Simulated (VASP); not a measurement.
## Run report: Cl, geometry relaxation (part 2 of 3)

Cl (Cmce, 4 atoms in the cell); Kohn-Sham DFT of a periodic cell, PBE with D3(BJ), VASP PAW PBE potentials, recommended, no spin polarisation (VASP 6.6.1); cutoff 600 eV, 8×8×4 k-mesh, Gaussian smearing of 0.03 eV. The structure was built on a prototype by a generator; it need not be a known phase.

Geometry of the input (Å; fractional positions):
```
3.2669  -2.0408  -0.0000
3.2669  2.0408  0.0000
0.0000  -0.0000  8.1189
Cl 0.8763  0.1237  0.1077
Cl 0.6237  0.3763  0.6077
Cl 0.1237  0.8763  0.8923
Cl 0.3763  0.6237  0.3923
```

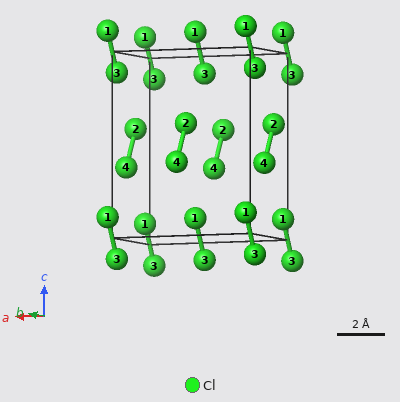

*The starting structure (ball-and-stick view of the cell 2 times as large as that of the calculation, set on its symmetry axes, seen at an oblique angle; atoms are numbered from 1 in the order of the input).*

**Parts of OUTCAR, continued**
```
   k-points           NKPTS =     63   k-points in BZ     NKDIM =     63   number of bands    NBANDS=     18
   number of dos      NEDOS =    301   number of ions     NIONS =      4
   total plane-waves  NPLWV =  71680
   dimension x,y,z NGX =    32 NGY =   32 NGZ =   70
   dimension x,y,z NGXF=    64 NGYF=   64 NGZF=  140
   ions per type =               4
   NGX,Y,Z   is equivalent  to a cutoff of  13.81, 13.81, 14.33 a.u.
   NGXF,Y,Z  is equivalent  to a cutoff of  27.62, 27.62, 28.67 a.u.
 SYSTEM =  Cl
   PREC   = accura    normal or accurate (medium, high low for compatibility)
   ISTART =      0    job   : 0-new  1-cont  2-samecut
   ICHARG =      2    charge: 1-file 2-atom 10-const
   ISPIN  =      1    spin polarized calculation?
   LNONCOLLINEAR =      F non collinear calculations
   LSORBIT =      F    spin-orbit coupling
   LASPH  =      T    aspherical Exc in radial PAW
   ENCUT  =  600.0 eV  44.10 Ry    6.64 a.u.   7.69  7.69 16.22*2*pi/ulx,y,z
   NELM   =     80;   NELMIN=  2; NELMDL= -5     # of ELM steps
   EDIFF  = 0.1E-06   stopping-criterion for ELM
   LREAL  =      F    real-space projection
   EDIFFG = -.5E-02   stopping-criterion for IOM
   NSW    =     90    number of steps for IOM
   IBRION =      2    ionic relax: 0-MD 1-quasi-New 2-CG
   NFREE  =      1    steps in history (QN), initial steepest desc. (CG)
   ISIF   =      3    stress and relaxation
   ISYM   =      2    0-nonsym 1-usesym 2-fastsym
   POTIM  = 0.5000    time-step for ionic-motion
   TEBEG  =    0.0;   TEEND  =   0.0 temperature during run
   PSTRESS=    0.0 pullay stress
   NELECT =      28.0000    total number of electrons
   NUPDOWN=      -1.0000    fix difference up-down
   EMIN   =  10.00;   EMAX   =-10.00  energy-range for DOS
   EFERMI =   0.00;   METHOD = LEGACY
   ISMEAR =     0;   SIGMA  =   0.03  broadening in eV -4-tet -1-fermi 0-gaus
   EFERMI_NEDOS =   21; number of points for ismear=-14 and -15
   IALGO  =     38    algorithm
   IMIX   =      4    mixing-type and parameters
     AMIX     =   0.40;   BMIX     =  1.00
     AMIX_MAG =   1.60;   BMIX_MAG =  1.00
  volume/ion in A,a.u.               =      27.07       182.64
  Fermi-wavevector in a.u.,A,eV,Ry     =   1.043049  1.971077 14.802483  1.087952
  Thomas-Fermi vector in A             =   2.177741
   LORBIT       =      0    0 simple, 1 ext, 2 COOP (PROOUT), +10 PAW based schemes
   GGA     = PE    functional components
   LHFCALC =     F    Hartree Fock is set to
   AEXX    =    0.0000 exact exchange contribution
   IVDW    =    12    specifies the selected vdW correction
   LEPSILON=     F    determine dielectric tensor
   LRPA    =     F    only Hartree local field effects (RPA)
 conjugate gradient relaxation of ions
 non-spin polarized calculation
 Gauss-broadening in eV      SIGMA  =   0.03
  energy-cutoff  :      600.00
  volume of cell :      108.26
 maximum number of plane-waves:      3648
   NGX = 15   NGY = 15   NGZ = 33

--------------------------------------- Ionic step        1  -------------------------------------------

 number of electron      27.9999996 magnetization

 Free energy of the ion-electron system (eV)
  ---------------------------------------------------
  ext. energy  EPLUGINS =         0.00000000
  ---------------------------------------------------
  free energy    TOTEN  =        -7.30602815 eV

  energy without entropy =       -7.30602815  energy(sigma->0) =       -7.30602815

------------------------ aborting loop because EDIFF is reached ----------------------------------------

 Edisp (eV)   -0.65501

 E8    (eV) :    -0.2201

  FORCE on cell =-STRESS in cart. coord.  units (eV):
  Direction    XX          YY          ZZ          XY          YZ          ZX
  --------------------------------------------------------------------------------------
  -------------------------------------------------------------------------------------
  Total       0.04664     0.03741    -0.00873     0.00000     0.00000     0.00000
  in kB       0.69031     0.55363    -0.12923     0.00000     0.00000     0.00000
  external pressure =        0.37 kB  Pullay stress =        0.00 kB

 VOLUME and BASIS-vectors are now :
 -----------------------------------------------------------------------------
  energy-cutoff  :      600.00
  volume of cell :      108.26
      direct lattice vectors                 reciprocal lattice vectors
     3.266942102 -2.040803911  0.000000000     0.153048320 -0.245001491  0.000000000
     3.266942102  2.040803911  0.000000000     0.153048320  0.245001491  0.000000000
     0.000000000  0.000000000  8.118865326     0.000000000  0.000000000  0.123169921

 POSITION                                       TOTAL-FORCE (eV/Angst)
 -----------------------------------------------------------------------------------
      3.26694     -1.53589      0.87432         0.000000     -0.007904     -0.000087
      3.26694     -0.50491      4.93375         0.000000      0.007904     -0.000087
      3.26694      1.53589      7.24455         0.000000      0.007904      0.000087
      3.26694      0.50491      3.18512         0.000000     -0.007904      0.000087
 -----------------------------------------------------------------------------------
    total drift:                                0.000000     -0.000000      0.000000

  FREE ENERGIE OF THE ION-ELECTRON SYSTEM (eV)
  ---------------------------------------------------
  free  energy   TOTEN  =        -7.9610399730 eV

  energy  without entropy=       -7.9610399730  energy(sigma->0) =       -7.96103997

--------------------------------------- Ionic step        2  -------------------------------------------

 number of electron      27.9999995 magnetization

------------------------ aborting loop because EDIFF is reached ----------------------------------------

 Edisp (eV)   -0.65424

 E8    (eV) :    -0.2199

  FORCE on cell =-STRESS in cart. coord.  units (eV):
  Direction    XX          YY          ZZ          XY          YZ          ZX
  --------------------------------------------------------------------------------------
  -------------------------------------------------------------------------------------
  Total       0.04098     0.03788     0.00559     0.00000     0.00000     0.00000
  in kB       0.60600     0.56015     0.08272     0.00000     0.00000     0.00000
  external pressure =        0.42 kB  Pullay stress =        0.00 kB

 VOLUME and BASIS-vectors are now :
 -----------------------------------------------------------------------------
  energy-cutoff  :      600.00
  volume of cell :      108.36
      direct lattice vectors                 reciprocal lattice vectors
     3.268779973 -2.041724678 -0.000000000     0.152962269 -0.244891001  0.000000000
     3.268779973  2.041724678  0.000000000     0.152962269  0.244891001 -0.000000000
     0.000000000  0.000000000  8.118010270     0.000000000 -0.000000000  0.123182894

 POSITION                                       TOTAL-FORCE (eV/Angst)
 -----------------------------------------------------------------------------------
      3.26878     -1.53697      0.87422         0.000000     -0.005032      0.003089
      3.26878     -0.50476      4.93323         0.000000      0.005032      0.003089
      3.26878      1.53697      7.24379         0.000000      0.005032     -0.003089
      3.26878      0.50476      3.18478         0.000000     -0.005032     -0.003089
 -----------------------------------------------------------------------------------
    total drift:                               -0.000000      0.000000      0.000000

  FREE ENERGIE OF THE ION-ELECTRON SYSTEM (eV)
  ---------------------------------------------------
  free  energy   TOTEN  =        -7.9610919072 eV

  energy  without entropy=       -7.9610919072  energy(sigma->0) =       -7.96109191

--------------------------------------- Ionic step        3  -------------------------------------------

 number of electron      27.9999995 magnetization

------------------------ aborting loop because EDIFF is reached ----------------------------------------

 Edisp (eV)   -0.65192

 E8    (eV) :    -0.2190

  FORCE on cell =-STRESS in cart. coord.  units (eV):
  Direction    XX          YY          ZZ          XY          YZ          ZX
  --------------------------------------------------------------------------------------
  -------------------------------------------------------------------------------------
  Total       0.02322     0.04031     0.05065     0.00000     0.00000     0.00000
  in kB       0.34233     0.59437     0.74685     0.00000     0.00000     0.00000
  external pressure =        0.56 kB  Pullay stress =        0.00 kB

 VOLUME and BASIS-vectors are now :
 -----------------------------------------------------------------------------
  energy-cutoff  :      600.00
  volume of cell :      108.65
      direct lattice vectors                 reciprocal lattice vectors
     3.274293588 -2.044486980 -0.000000000     0.152704694 -0.244560129  0.000000000
     3.274293588  2.044486980  0.000000000     0.152704694  0.244560129 -0.000000000
     0.000000000  0.000000000  8.115445100     0.000000000 -0.000000000  0.123221830

 POSITION                                       TOTAL-FORCE (eV/Angst)
 -----------------------------------------------------------------------------------
      3.27429     -1.54019      0.87393         0.000000      0.003735      0.013338
      3.27429     -0.50429      4.93165         0.000000     -0.003735      0.013338
      3.27429      1.54019      7.24151         0.000000     -0.003735     -0.013338
      3.27429      0.50429      3.18379         0.000000      0.003735     -0.013338
 -----------------------------------------------------------------------------------
    total drift:                               -0.000000      0.000000      0.000000

  FREE ENERGIE OF THE ION-ELECTRON SYSTEM (eV)
  ---------------------------------------------------
  free  energy   TOTEN  =        -7.9611921685 eV

  energy  without entropy=       -7.9611921685  energy(sigma->0) =       -7.96119217

--------------------------------------- Ionic step        4  -------------------------------------------

 number of electron      27.9999994 magnetization

------------------------ aborting loop because EDIFF is reached ----------------------------------------

 Edisp (eV)   -0.64731

 E8    (eV) :    -0.2173

  FORCE on cell =-STRESS in cart. coord.  units (eV):
  Direction    XX          YY          ZZ          XY          YZ          ZX
  --------------------------------------------------------------------------------------
  -------------------------------------------------------------------------------------
  Total      -0.01276     0.04491     0.14020     0.00000    -0.00000     0.00000
  in kB      -0.18716     0.65868     2.05614     0.00000    -0.00000     0.00000
  external pressure =        0.84 kB  Pullay stress =        0.00 kB

 VOLUME and BASIS-vectors are now :
 -----------------------------------------------------------------------------
  energy-cutoff  :      600.00
  volume of cell :      109.25
      direct lattice vectors                 reciprocal lattice vectors
     3.285320818 -2.050011585 -0.000000000     0.152192138 -0.243901061  0.000000000
     3.285320818  2.050011585  0.000000000     0.152192138  0.243901061 -0.000000000
     0.000000000  0.000000000  8.110314761     0.000000000 -0.000000000  0.123299777

 POSITION                                       TOTAL-FORCE (eV/Angst)
 -----------------------------------------------------------------------------------
      3.28532     -1.54665      0.87335         0.000000      0.021353      0.034596
      3.28532     -0.50336      4.92851         0.000000     -0.021353      0.034596
      3.28532      1.54665      7.23696         0.000000     -0.021353     -0.034596
      3.28532      0.50336      3.18180         0.000000      0.021353     -0.034596
 -----------------------------------------------------------------------------------
    total drift:                               -0.000000     -0.000000      0.000000

  FREE ENERGIE OF THE ION-ELECTRON SYSTEM (eV)
  ---------------------------------------------------
  free  energy   TOTEN  =        -7.9611459389 eV

  energy  without entropy=       -7.9611459389  energy(sigma->0) =       -7.96114594

--------------------------------------- Ionic step        5  -------------------------------------------

 number of electron      27.9999994 magnetization

------------------------ aborting loop because EDIFF is reached ----------------------------------------

 Edisp (eV)   -0.65023

 E8    (eV) :    -0.2184
```
